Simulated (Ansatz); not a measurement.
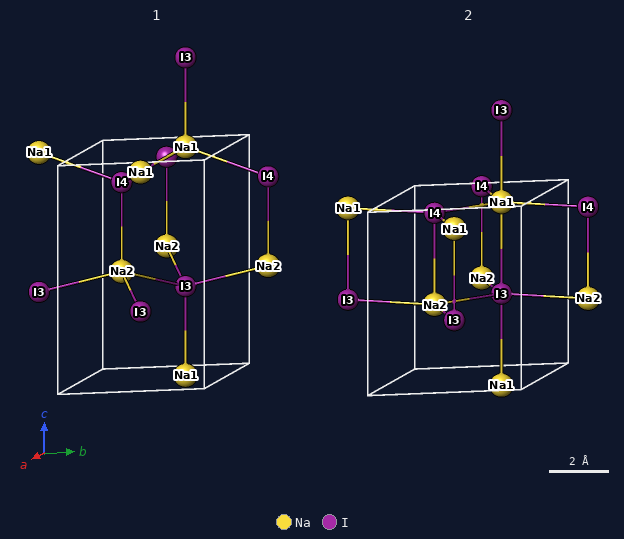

Two geometries of a crystal of NaI (built on the wurtzite type), drawn at one scale. One is the start of a relaxation, the other its converged end. Style: ball-and-stick. Shown: the cell of the calculation, slightly off an axis.

Method: Ansatz, DFT, PBEsol, plane waves, PAW. Settings: plane-wave cutoff 420 eV; k-point mesh 6 × 6 × 4; occupations fermi dirac; smearing width 0.02 eV; no spin polarisation; cell and atoms relaxed; force threshold 0.005 eV/Å.

Question: Which geometry has the lower energy?

Answer: Structure 2 is the relaxed one. The largest moves relative to the cell, 0.35 Å, are those of Na1, Na2, I3 and I4. Na2 goes along −c. By element the largest moves are Na 0.35 Å, I 0.35 Å. Cell: a = b 5.151 → 5.398 Å (+4.8 %), c 7.974 → 6.393 Å (−19.8 %). Volume −12.0 %. Some distances before and after: Na1–I3 4.863 → 3.197 Å, Na1–I3 (another image) 3.111 → 3.197 Å, Na1–I4 3.100 → 3.116 Å. New bonds form: Na1–I3 (4.86 → 3.20 Å), Na2–I4 (4.86 → 3.20 Å). Among the angles between lasting bonds that change: I3–Na1–I4 106.4° → 90.0°, Na1–I4–Na2 106.4° → 90.0°, Na1–I4–Na1 112.4° → 120.0°. The space group (tolerance 0.01 Å) goes from P6_3mc (No. 186) to P6_3/mmc (No. 194). Over 9 accepted moves (11 points after the start) the energy falls by 35.5 meV per atom. The largest force component goes from 0.00083 to under 0.0001 eV/Å. The pressure goes from −0.45 to 0.00 GPa. The line search rejected the trial step at point 8 of the run. At 1 point the geometry stayed and the basis and grid were re-selected for the new cell (energy shift of 0.2 meV per atom at most each time).
